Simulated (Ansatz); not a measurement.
**Run report: Zn24O25, geometry relaxation (part 1 of 3)**

Zn24O25 (defect cell, 49 atoms in the cell), computed with DFT PBE, scalar-relativistic, plane waves, PAW, no spin polarisation (Ansatz 0.2.0).

The structure derives from a Materials Project entry. It belongs to a series of runs on one base structure; here: O interstitial, charge +0, atoms relaxed at the host's cell.

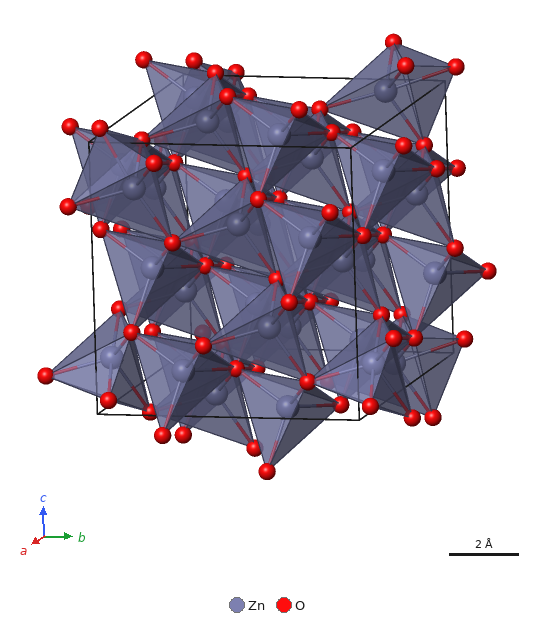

The input geometry (polyhedral view of the cell of the calculation, seen slightly off an axis; polyhedra are completed across the faces of the cell).

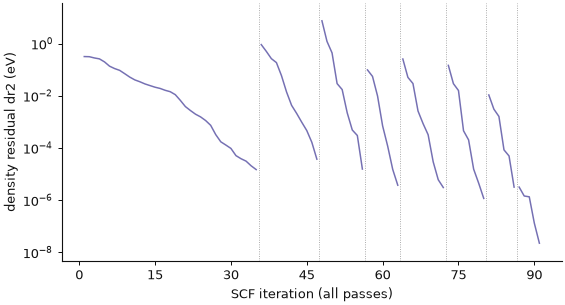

Convergence of the self-consistent field: density residual dr2 against the SCF iteration. The dotted lines part the SCF passes of the relaxation: geometry steps, rejected trials and re-solves on a re-selected basis. The 8 passes take 5 to 35 iterations each, 91 in all.

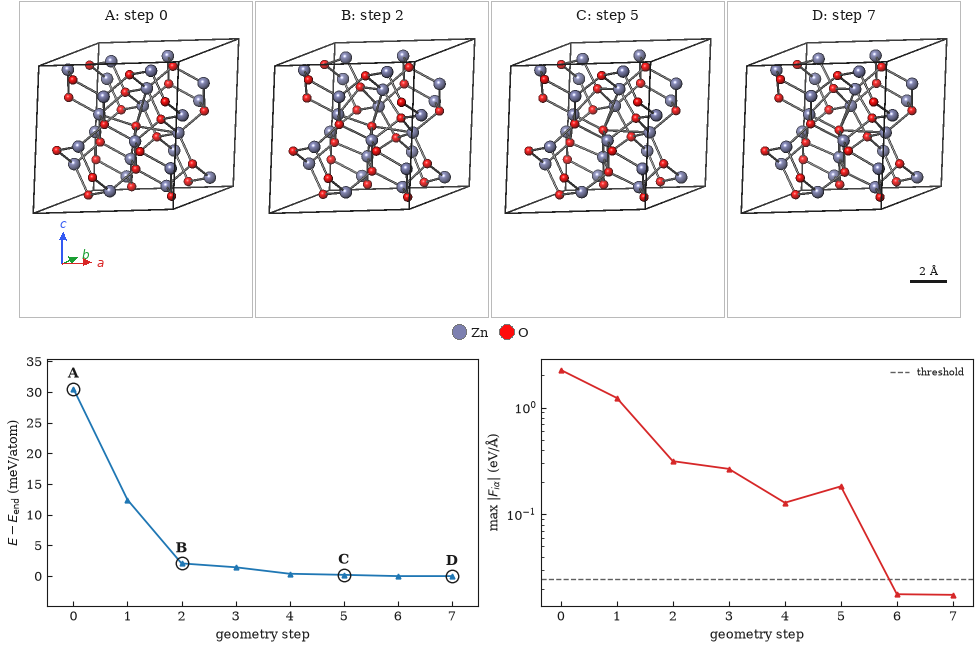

Frames of the relaxation (ball-and-stick view of the cell of the calculation (origin shifted), seen slightly off an axis) above the curves, on which the letters mark them (the first geometry is step 0 here and step 1 in the log).

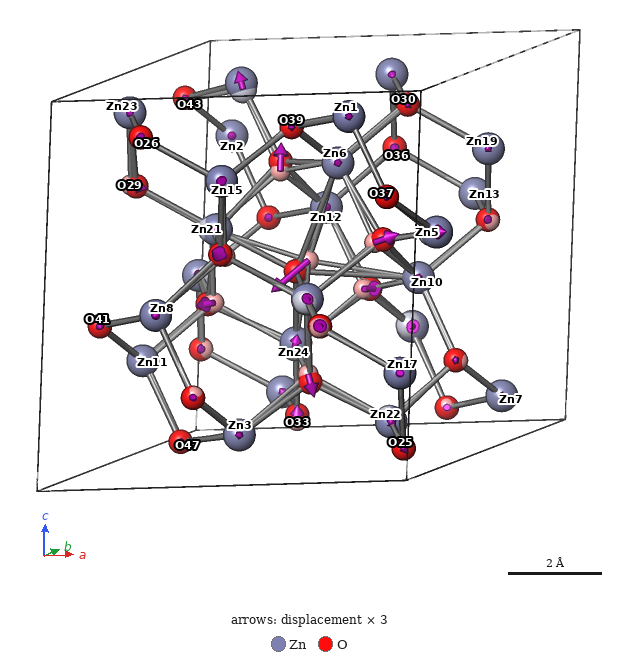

Start (faint) and end (solid) with the displacements as pink arrows, magnified 3 times (ball-and-stick view of the cell of the calculation (origin shifted), seen slightly off an axis). O49 moves most: 0.37 Å. By element the largest moves are O 0.37 Å, Zn 0.14 Å. The cell doesn't change. Distances before and after: Zn18–O49 2.189 → 1.936 Å, Zn10–O49 2.445 → 2.649 Å, Zn18–O32 1.999 → 2.106 Å, Zn18–O27 1.999 → 2.097 Å. Among the angles that change: Zn6–O49–Zn24 170.9° → 154.2°, O45–Zn21–O49 59.9° → 76.2°, O42–Zn6–O45 110.3° → 123.7°. After 7 geometry steps the energy has fallen by 30.6 meV per atom. The largest force component goes from 2.3 to 0.018 eV/Å. (Atoms are counted from 1 in the order of the input.)

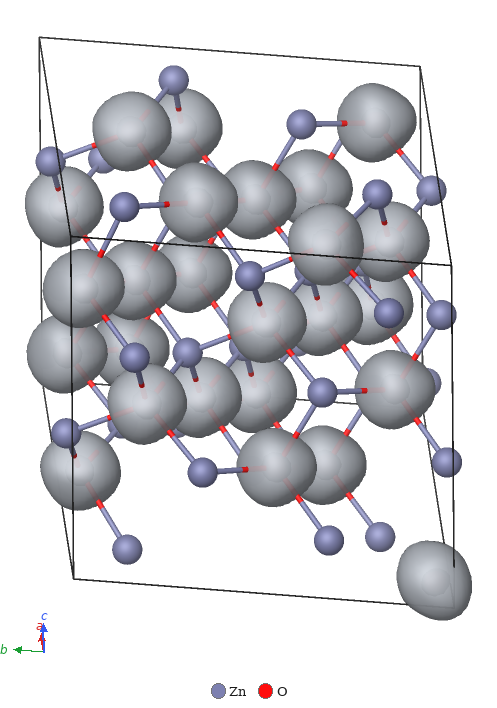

Isosurface of the ELF at 0.65 (grey), seen at an oblique angle. Only the valence region is drawn (cores and ρ < 0.01 e/Å³ removed). Sticks mark near contacts. The outline is the calculation cell. Values along the shortest contacts: Zn–O (1.94 Å): the ELF is about 0.30 at the midpoint. Zn–O (1.98 Å): the ELF is about 0.25 at the midpoint. Core electrons are frozen (PAW), so the fields are smoothed inside the atomic spheres.

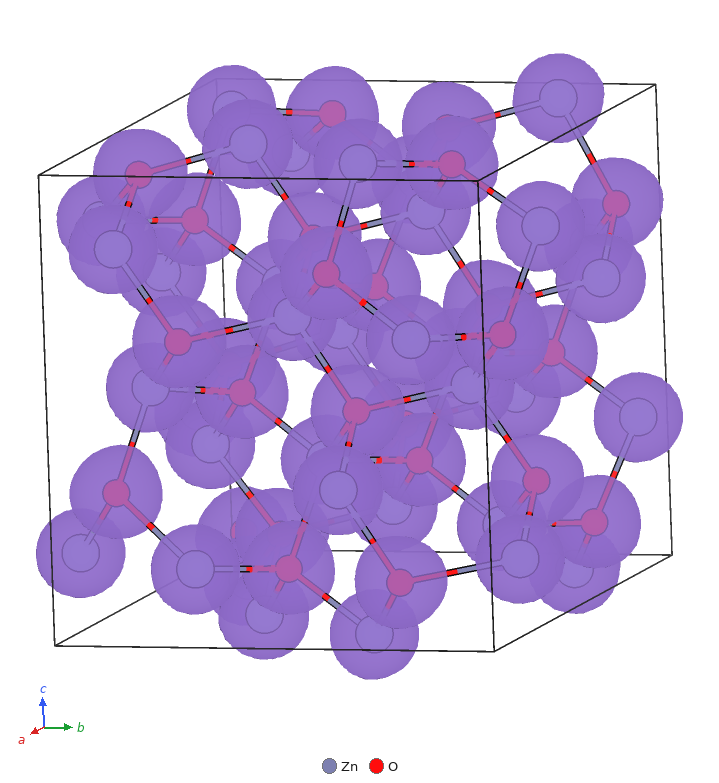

Isosurface of the valence charge density (pseudo) at 0.8 e/Å³ (purple), seen slightly off an axis. Sticks mark near contacts. The outline is the calculation cell. At this value the density breaks into separate islands; it holds about 75 % of the electrons treated as valence. It is pinched off along the Zn–O (1.94 Å), Zn–O (1.98 Å), Zn–O (2.02 Å) and Zn–O (2.10 Å) contacts. On the grid the lowest density along these lines, outside the cores, is 0.65 e/Å³ (Zn–O, 1.94 Å), 0.59 e/Å³ (Zn–O, 1.98 Å), 0.53 e/Å³ (Zn–O, 2.02 Å) and 0.45 e/Å³ (Zn–O, 2.10 Å).

The input and output of the run follow.

Input
```yaml
crystal:
  lattice:
    - [-3.2793907958, 5.6800714764, 5.2932332175]
    - [-3.2793907959, -5.6800714763, 5.2932332175]
    - [6.5587815918, -1.0e-10, 5.2932332175]
  atoms:
    - { symbol: Zn, position: [0.3335348034, 0.6668681368, 0.5002014701] }
    - { symbol: Zn, position: [0.6668681368, 0.5002014701, 0.3335348034] }
    - { symbol: Zn, position: [0.0002014701, 0.8335348034, 0.6668681368] }
    - { symbol: Zn, position: [0.1668681368, 0.5002014701, 0.8335348034] }
    - { symbol: Zn, position: [0.5002014701, 0.8335348034, 0.1668681368] }
    - { symbol: Zn, position: [0.1668681368, 0.0002014701, 0.3335348034] }
    - { symbol: Zn, position: [0.5002014701, 0.3335348034, 0.6668681368] }
    - { symbol: Zn, position: [0.8335348034, 0.6668681368, 0.0002014701] }
    - { symbol: Zn, position: [0.8335348034, 0.1668681368, 0.5002014701] }
    - { symbol: Zn, position: [0.3335348034, 0.1668681368, 0.0002014701] }
    - { symbol: Zn, position: [0.6668681368, 0.0002014701, 0.8335348034] }
    - { symbol: Zn, position: [0.0002014701, 0.3335348034, 0.1668681368] }
    - { symbol: Zn, position: [0.3335348034, 0.5002014701, 0.1668681368] }
    - { symbol: Zn, position: [0.6668681368, 0.3335348034, 0.0002014701] }
    - { symbol: Zn, position: [0.0002014701, 0.6668681368, 0.3335348034] }
    - { symbol: Zn, position: [0.1668681368, 0.3335348034, 0.5002014701] }
    - { symbol: Zn, position: [0.5002014701, 0.6668681368, 0.8335348034] }
    - { symbol: Zn, position: [0.1668681368, 0.8335348034, 0.0002014701] }
    - { symbol: Zn, position: [0.5002014701, 0.1668681368, 0.3335348034] }
    - { symbol: Zn, position: [0.8335348034, 0.5002014701, 0.6668681368] }
    - { symbol: Zn, position: [0.8335348034, 0.0002014701, 0.1668681368] }
    - { symbol: Zn, position: [0.3335348034, 0.0002014701, 0.6668681368] }
    - { symbol: Zn, position: [0.6668681368, 0.8335348034, 0.5002014701] }
    - { symbol: Zn, position: [0.0002014701, 0.1668681368, 0.8335348034] }
    - { symbol: O, position: [0.4599018632, 0.7932351966, 0.6265685299] }
    - { symbol: O, position: [0.7932351966, 0.6265685299, 0.4599018632] }
    - { symbol: O, position: [0.1265685299, 0.9599018632, 0.7932351966] }
    - { symbol: O, position: [0.2932351966, 0.6265685299, 0.9599018632] }
    - { symbol: O, position: [0.6265685299, 0.9599018632, 0.2932351966] }
    - { symbol: O, position: [0.2932351966, 0.1265685299, 0.4599018632] }
    - { symbol: O, position: [0.6265685299, 0.4599018632, 0.7932351966] }
    - { symbol: O, position: [0.9599018632, 0.7932351966, 0.1265685299] }
    - { symbol: O, position: [0.9599018632, 0.2932351966, 0.6265685299] }
    - { symbol: O, position: [0.4599018632, 0.2932351966, 0.1265685299] }
    - { symbol: O, position: [0.7932351966, 0.1265685299, 0.9599018632] }
    - { symbol: O, position: [0.1265685299, 0.4599018632, 0.2932351966] }
    - { symbol: O, position: [0.4599018632, 0.6265685299, 0.2932351966] }
    - { symbol: O, position: [0.7932351966, 0.4599018632, 0.1265685299] }
    - { symbol: O, position: [0.1265685299, 0.7932351966, 0.4599018632] }
    - { symbol: O, position: [0.2932351966, 0.4599018632, 0.6265685299] }
    - { symbol: O, position: [0.6265685299, 0.7932351966, 0.9599018632] }
    - { symbol: O, position: [0.2932351966, 0.9599018632, 0.1265685299] }
    - { symbol: O, position: [0.6265685299, 0.2932351966, 0.4599018632] }
    - { symbol: O, position: [0.9599018632, 0.6265685299, 0.7932351966] }
    - { symbol: O, position: [0.9599018632, 0.1265685299, 0.2932351966] }
    - { symbol: O, position: [0.4599018632, 0.1265685299, 0.7932351966] }
    - { symbol: O, position: [0.7932351966, 0.9599018632, 0.6265685299] }
    - { symbol: O, position: [0.1265685299, 0.2932351966, 0.9599018632] }
    - { symbol: O, position: [0.0694444444, 0.0694444444, 0.0694444444] }
  host:
    lattice:
      - [3.2793907959, 0.0, 0.0]
      - [-1.6396953979, 2.8400357382, 0.0]
      - [0.0, 0.0, 5.2932332175]
    atoms:
      - { symbol: Zn, position: [0.6666666667, 0.3333333333, 0.5006044103] }
      - { symbol: Zn, position: [0.3333333333, 0.6666666667, 0.0006044103] }
      - { symbol: O, position: [0.6666666667, 0.3333333333, 0.8797055897] }
      - { symbol: O, position: [0.3333333333, 0.6666666667, 0.3797055897] }
basis:
  ecutwfc: 420
  xc_grid: 2
kpoints:
  mp_grid: { grid: [2, 2, 2], shift: [0.5, 0.5, 0.5] }
hamiltonian:
  xc: pbe
scf:
  occupations: { method: gaussian, width: 0.01 }
output:
  forces: true
  stress: false
  eigenvalues: true
  charged_corrections:
    defect_position: [0.06944444, 0.06944444, 0.06944444]
    epsilon: [[10.5527, 0.0, 0.0], [0.0, 10.5527, 0.0], [0.0, 0.0, 11.5861]]
  write_density: true
  write_potential: true
  elf: true
  volumetric_format: npy
relax:
  adjacent_minimum: "off"
  f_tol: 0.025
  max_steps: 45
```

Run as:
```bash
ansatz run input.yaml --threads 4 --pin off --max-ram 6144MiB --backend cpu --events-out ev --progress --plain --runs-dir out
```

The program's output
```
Engine: ansatz 0.2.0, aarch64-unknown-linux-gnu
Pseudopotentials: kind: paw
Pseudopotential: Zn, paw, valence charge 12, recommended cutoff 420 eV (normal), Zn.paw.azcp
Pseudopotential: O, paw, valence charge 6, recommended cutoff 420 eV (normal), O.paw.azcp
Functional definition: PBE
  parameter kappa = 0.804
  parameter beta = 0.06672455060314922
  exchange = pbe_x(kappa = kappa, mu = beta*pi^2/3)
  correlation = pbe_c(beta = beta)
Crystal: 49 atoms, lattice volume = 591.588 Å³
Basis set: ecut = 420 eV, 11543 PW (Γ), exchange–correlation on 120×120×120 points (8 copies of the dense FFT grid, shifted against one another)
Bands: 268, of which v1, the nominal top of the filled ones, is band 219 counted from 1 (218 counted from 0)
Symmetry: 3 space group operations
Space group: R3 (ITA 146), of the structure as read, at distance tolerance 8.4e-5 Å
k-points: 2 of 8 (time reversal used)
Non-local potential: Zn, projectors of the file, l = 0: 2, l = 1: 2, l = 2: 3, l = 3: 1
Non-local potential: O, projectors of the file, l = 0: 2, l = 1: 2, l = 2: 1
PAW form: soft (Blöchl's): semilocal exchange-correlation on the pseudo side does not see the compensation charge
PAW one-centre angular grid: Zn, 590 points (default); XC on 64 Gauss nodes
PAW one-centre angular grid: O, 110 points (default); XC on 64 Gauss nodes
Initial density: superposition of atomic densities (neutral atoms: chi_scale 0, normalization atom), corrected by the library's trained network
Initial wavefunctions: pseudopotential atomic-orbital guess
Functional: x = pbe(κ = 0.804, μ = 0.2195149727645171), c = pbe(β = 0.06672455060314922)
```
